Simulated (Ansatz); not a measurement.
Consider Na.

```
Na
1.0
     3.76700    0.00000    0.00000
    -1.88350    3.26232    0.00000
     0.00000    0.00000    6.15400
Na
2
Direct
  0.81113 0.15041 0.73781
  0.18887 0.84959 0.26219
```

Space group P-1; changed on purpose from its base cell (atom 1 (Na) moved by (-0.150, -0.150) A along [1 1 0] and z).

The calculation used Ansatz, DFT r2SCAN, scalar-relativistic, plane waves, PAW.

### Predict the valence pseudo-density and electron localisation function between the atoms.

Na–Na (3.77 Å): the density is about 0.03 e/Å³ at the midpoint; the ELF is about 0.45 at the midpoint.

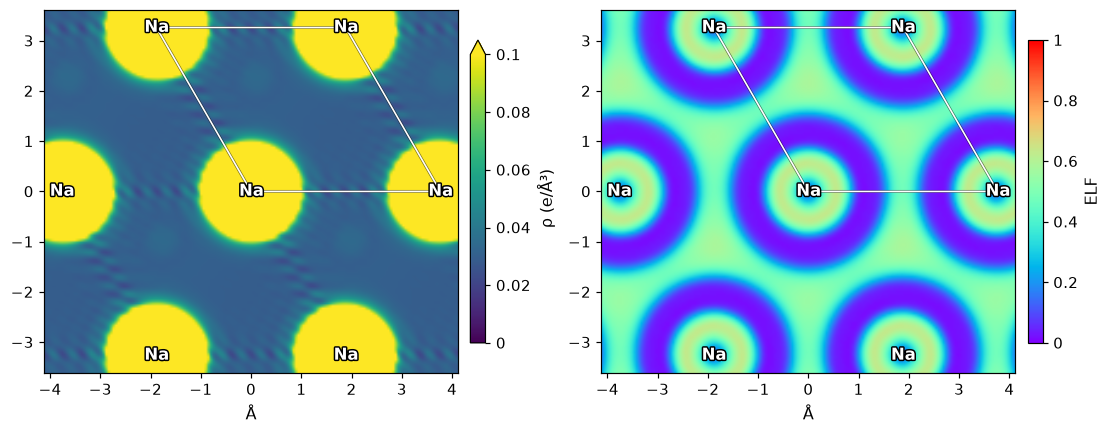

Computed valence pseudo-density and electron localisation function on the (001) plane of the conventional cell, in this order. 
